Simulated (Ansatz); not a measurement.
# Run report: WS2, geometry relaxation (part 2 of 2)

The same run, continued: WS2 (slab, 12 atoms in the cell); DFT PBE+D3(BJ), scalar-relativistic, plane waves, PAW, no spin polarisation (Ansatz 0.2.0); cutoff 420 eV, 3×3×1 k-mesh, Gaussian smearing of 0.05 eV. The structure derives from an entry of the Crystallography Open Database. The input holds or restrains some coordinates. It belongs to a series of runs on one base structure; here: clean slab, lower planes held.

Geometry of the input (Å; fractional positions):
```
6.3144  0.0000  0.0000
-3.1572  5.4684  0.0000
0.0000  0.0000  19.1453
S  0.6667  0.3333  0.4179
S  0.6667  0.8333  0.4179
S  0.1667  0.3333  0.4179
S  0.1667  0.8333  0.4179
W  0.3333  0.1667  0.5000
W  0.3333  0.6667  0.5000
W  0.8333  0.1667  0.5000
W  0.8333  0.6667  0.5000
S  0.6667  0.3333  0.5821
S  0.6667  0.8333  0.5821
S  0.1667  0.3333  0.5821
S  0.1667  0.8333  0.5821
```

```
SCF converged after 6 iterations
Free energy (F): -48769.429857 eV
Harris-Foulkes:  -48769.429857 eV  (|F-HF|=1.08e-8)
Internal energy: -48769.429857 eV  (E = F + TS)
E sigma→0 (E₀):  -48769.429857 eV
Fermi energy:    0.687626 eV
Dipole field:    D = -0.000022 V/Å  (p = -0.000082 e·Å, saw-weighted, corrected)
Work function:   Φ+ = 4.7152 eV   Φ− = 4.7148 eV
Levels:          The Fermi level and band energies are counted from a zero that moves with the ramp; work functions are not
--- Per-component energies (eV) ---
  E_band       = -1925.986120
  E_kinetic    = 2665.567649
  E_local      = -59938.865448  (includes V_loc(G=0)·N_el)
  E_nonlocal   = 229.183323
  E_hartree    = 28659.249550
  E_xc         = -1848.606205
  E_vxc        = -1659.999778  (∫ρ·V_xc dr)
  E_paw        = -39052.536119  (= ΣΔE_a)
  E_vpaw       = -540.396103  (= ΣTr[D̂ρ^β])
  E_aug_tail   = -0.000245  (compensation charges beyond the density's cutoff)
  E_efield     = 0.000000  (sawtooth field / dipole correction)
  E_vefield    = 0.000010  (∫n·V_field dr)
  E_ewald      = 20520.307799
  E_disp       = -3.730161  (pairwise vdW)
  E_smearing   = -0.000000  (= −TS)
  E_closure    = 0.000000  (closes the sum)
  Σ components = -48769.429857   (vs F -48769.429857, Δ=0.00e0)
--- Forces (eV/Å), atoms counted from 1 ---
  atom   1  S      0.00000000     0.00000000     0.00007376
  atom   2  S      0.00000000     0.00000000     0.00007376
  atom   3  S      0.00000000     0.00000000     0.00007376
  atom   4  S     -0.00000000     0.00000000     0.00007376
  atom   5  W      0.00000000     0.00000000    -0.00026210
  atom   6  W     -0.00000000     0.00000000    -0.00026210
  atom   7  W      0.00000000     0.00000000    -0.00026210
  atom   8  W      0.00000000     0.00000000    -0.00026210
  atom   9  S      0.00000000     0.00000000     0.00020586
  atom  10  S      0.00000000     0.00000000     0.00020586
  atom  11  S     -0.00000000     0.00000000     0.00020586
  atom  12  S     -0.00000000     0.00000000     0.00020586
  max |Σ_I F_I| component: 7.01e-5 eV/Å
--- Band table (eV) ---
  k-point 0: bands = ["-74.2049", "-74.1860", "-74.1860", "-74.1860", "-38.6805", "-38.6805", "-38.6805", "-38.5037", "-38.4363", "-38.4363", "-38.4363", "-38.4052", "-38.4052", "-38.4052", "-38.3199", "-38.3199", "-15.1151", "-13.4833", "-12.9177", "-12.9177", "-12.9177", "-12.6966", "-12.6966", "-12.6966", "-6.8284", "-6.8284", "-6.8284", "-6.7070", "-5.5016", "-5.5016", "-5.5016", "-4.7375", "-4.7375", "-4.7375", "-3.6752", "-3.6752", "-3.6752", "-3.0869", "-3.0869", "-2.4819", "-2.4781", "-2.4781", "-2.4781", "-1.8391", "-1.8391", "-1.4853", "-1.4853", "-1.4853", "-1.2290", "-1.2290", "-1.2290", "-0.4217", "2.6661", "2.6661", "2.6842", "2.6842", "2.6842", "2.7955", "2.7955", "3.0948", "3.0948", "3.0948", "3.7695", "3.7695"]
  k-point 1: bands = ["-74.2002", "-74.1908", "-74.1860", "-74.1860", "-38.6355", "-38.6355", "-38.5924", "-38.4869", "-38.4533", "-38.4519", "-38.4519", "-38.4364", "-38.4364", "-38.4122", "-38.3840", "-38.3414", "-14.6619", "-13.5953", "-13.3137", "-12.9429", "-12.9429", "-12.9252", "-12.6771", "-12.6771", "-6.2807", "-6.2807", "-6.1851", "-6.0937", "-5.5693", "-5.5693", "-4.8437", "-4.7951", "-4.5601", "-4.5601", "-4.0969", "-3.8154", "-3.8154", "-3.4883", "-3.3300", "-3.0744", "-3.0744", "-2.6529", "-2.4555", "-2.3117", "-2.3117", "-2.2569", "-1.8195", "-1.7038", "-1.5233", "-0.8864", "-0.8864", "-0.7091", "2.0609", "2.3002", "2.3043", "2.3043", "2.3449", "2.4681", "2.5739", "3.1143", "3.1143", "3.3757", "3.3869", "3.3869"]
  k-point 2: bands = ["-74.1931", "-74.1931", "-74.1931", "-74.1837", "-38.5894", "-38.5544", "-38.5308", "-38.5308", "-38.5308", "-38.4617", "-38.4617", "-38.4617", "-38.4279", "-38.3908", "-38.3908", "-38.3908", "-13.8918", "-13.8918", "-13.8918", "-13.0261", "-13.0261", "-13.0261", "-12.5876", "-12.5208", "-6.1089", "-5.6841", "-5.6302", "-5.6302", "-5.6302", "-4.8947", "-4.8947", "-4.8947", "-4.8102", "-4.2696", "-4.2696", "-4.2696", "-4.1747", "-3.7563", "-3.7563", "-3.7563", "-3.5721", "-2.7146", "-2.5247", "-2.5247", "-2.5247", "-1.6638", "-1.6638", "-1.6638", "-1.1576", "-1.1576", "-1.1576", "-0.2770", "1.6522", "1.7136", "1.7136", "1.7136", "2.5584", "2.5584", "2.5584", "2.7449", "2.7449", "2.7449", "3.0074", "3.7955"]
--- Relaxed structure (3 steps of the walk, 3 accepted, 0 SCFs on fresh bases) ---
  F+E_penalty+E_count = -48769.42985673 eV   max|allowed force component| = 2.621e-4 eV/Å
  atoms:
    - { symbol: S, position: [0.6666666666666666, 0.33333333333333337, 0.41785785249999996] }
    - { symbol: S, position: [0.6666666666666666, 0.8333333333333335, 0.41785785249999996] }
    - { symbol: S, position: [0.16666666666666666, 0.33333333333333337, 0.41785785249999996] }
    - { symbol: S, position: [0.16666666666666669, 0.8333333333333335, 0.41785785249999996] }
    - { symbol: W, position: [0.33333333333333337, 0.16666666666666666, 0.5002300083693062] }
    - { symbol: W, position: [0.33333333333333337, 0.6666666666666666, 0.5002300083693062] }
    - { symbol: W, position: [0.8333333333333333, 0.16666666666666666, 0.5002300083693062] }
    - { symbol: W, position: [0.8333333333333333, 0.6666666666666666, 0.5002300083693062] }
    - { symbol: S, position: [0.6666666666666666, 0.33333333333333337, 0.5826013219800692] }
    - { symbol: S, position: [0.6666666666666666, 0.8333333333333335, 0.5826013219800692] }
    - { symbol: S, position: [0.16666666666666666, 0.33333333333333337, 0.5826013219800692] }
    - { symbol: S, position: [0.16666666666666669, 0.8333333333333335, 0.5826013219800692] }
```

**Trajectory as extended XYZ (Å, eV, eV/Å), 3 frames, from step=1 to step=3**
```
12
Lattice="6.3144 0.0000 0.0000 -3.1572 5.4684 0.0000 0.0000 0.0000 19.1453" Properties=species:S:1:pos:R:3:forces:R:3 step=1 energy=-48769.42828
S     3.1572    1.8228    8.0000    0.0000   0.0000  -0.0783
S     1.5786    4.5570    8.0000    0.0000   0.0000  -0.0783
S     0.0000    1.8228    8.0000    0.0000   0.0000  -0.0783
S    -1.5786    4.5570    8.0000    0.0000   0.0000  -0.0783
W     1.5786    0.9114    9.5732    0.0000   0.0000  -0.0204
W     0.0000    3.6456    9.5732    0.0000   0.0000  -0.0204
W     4.7358    0.9114    9.5732    0.0000   0.0000  -0.0204
W     3.1572    3.6456    9.5732    0.0000   0.0000  -0.0204
S     3.1572    1.8228   11.1453    0.0000   0.0000   0.0984
S     1.5786    4.5570   11.1453    0.0000   0.0000   0.0984
S     0.0000    1.8228   11.1453    0.0000   0.0000   0.0984
S    -1.5786    4.5570   11.1453    0.0000   0.0000   0.0984
12
Lattice="6.3144 0.0000 0.0000 -3.1572 5.4684 0.0000 0.0000 0.0000 19.1453" Properties=species:S:1:pos:R:3:forces:R:3 step=2 energy=-48769.42945
S     3.1572    1.8228    8.0000    0.0000   0.0000   0.0412
S     1.5786    4.5570    8.0000    0.0000   0.0000   0.0412
S     0.0000    1.8228    8.0000    0.0000   0.0000   0.0412
S    -1.5786    4.5570    8.0000    0.0000   0.0000   0.0412
W     1.5786    0.9114    9.5791    0.0000   0.0000   0.0068
W     0.0000    3.6456    9.5791    0.0000   0.0000   0.0068
W     4.7358    0.9114    9.5791    0.0000   0.0000   0.0068
W     3.1572    3.6456    9.5791    0.0000   0.0000   0.0068
S     3.1572    1.8228   11.1586    0.0000   0.0000  -0.0481
S     1.5786    4.5570   11.1586    0.0000   0.0000  -0.0481
S     0.0000    1.8228   11.1586    0.0000   0.0000  -0.0481
S    -1.5786    4.5570   11.1586    0.0000   0.0000  -0.0481
12
Lattice="6.3144 0.0000 0.0000 -3.1572 5.4684 0.0000 0.0000 0.0000 19.1453" Properties=species:S:1:pos:R:3:forces:R:3 step=3 energy=-48769.42986
S     3.1572    1.8228    8.0000    0.0000   0.0000   0.0001
S     1.5786    4.5570    8.0000    0.0000   0.0000   0.0001
S     0.0000    1.8228    8.0000    0.0000   0.0000   0.0001
S    -1.5786    4.5570    8.0000    0.0000   0.0000   0.0001
W     1.5786    0.9114    9.5770    0.0000   0.0000  -0.0003
W     0.0000    3.6456    9.5770    0.0000   0.0000  -0.0003
W     4.7358    0.9114    9.5770    0.0000   0.0000  -0.0003
W     3.1572    3.6456    9.5770    0.0000   0.0000  -0.0003
S     3.1572    1.8228   11.1541    0.0000   0.0000   0.0002
S     1.5786    4.5570   11.1541    0.0000   0.0000   0.0002
S     0.0000    1.8228   11.1541    0.0000   0.0000   0.0002
S    -1.5786    4.5570   11.1541    0.0000   0.0000   0.0002
```

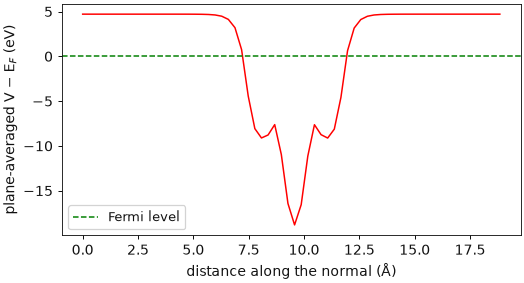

Fig. 1: Plane average of the electrostatic potential energy of an electron across the cell, from the Fermi level. The vacuum level lies 4.72 eV above the Fermi level.

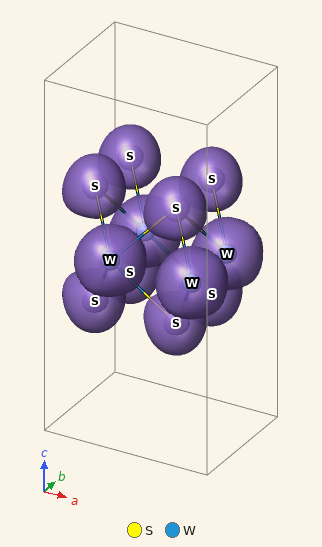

Fig. 2: Isosurface of the valence pseudo-density at 0.8 e/Å³ (purple), seen slightly off an axis. Sticks mark near contacts. At this value the density breaks into separate islands; it holds about 55 % of the electrons treated as valence (semicore included). It is pinched off along the W–S (2.41 Å) contacts. On the grid the lowest density along these lines, outside the cores, is 0.63 e/Å³ (W–S, 2.41 Å). The fields are those of the smooth PAW valence density.

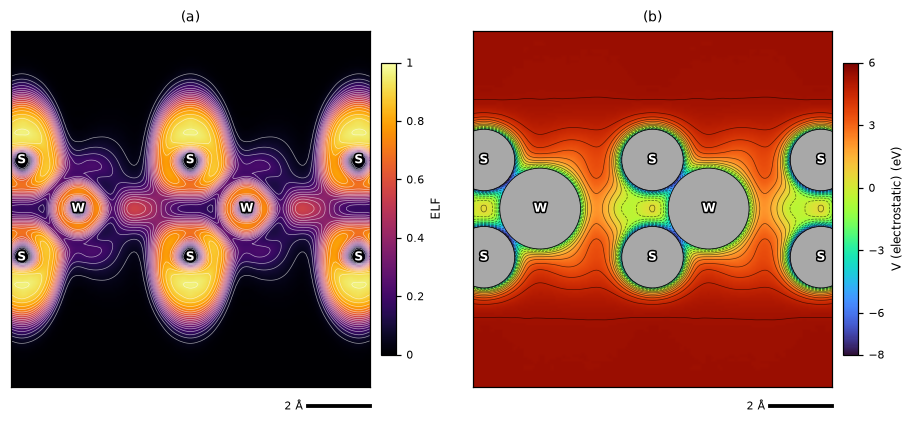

Fig. 3: (a) ELF; (b) electrostatic potential energy of an electron on the (110) plane of the calculation cell, a cut from vacuum to vacuum. Grey discs, where drawn, cover atomic cores. The section cuts through S and W sites. W–S (2.41 Å): the ELF is about 0.50 at the midpoint. The strong features right at W lie inside the PAW spheres (semicore, d or f shells) and say nothing about bonding.

**Summary**

```csv
quantity,value
outcome,converged under the restraints of the input
electrons treated,104
free energy,−48769.4299 eV
"work function, top face",4.72 eV
"work function, bottom face",4.71 eV
Fermi energy,0.688 eV
gap on the k-point mesh,1.93 eV
final volume,661.08 Å³
work function (upper face),4.72 eV
"largest force (length of the vector) at the end, held atoms and coordinates included",under 0.001 eV/Å
wall time,5.8 s (CPU time 19 s)
peak memory,1 GiB
```

**Notes**

Spin–orbit coupling is left out, which matters for W.
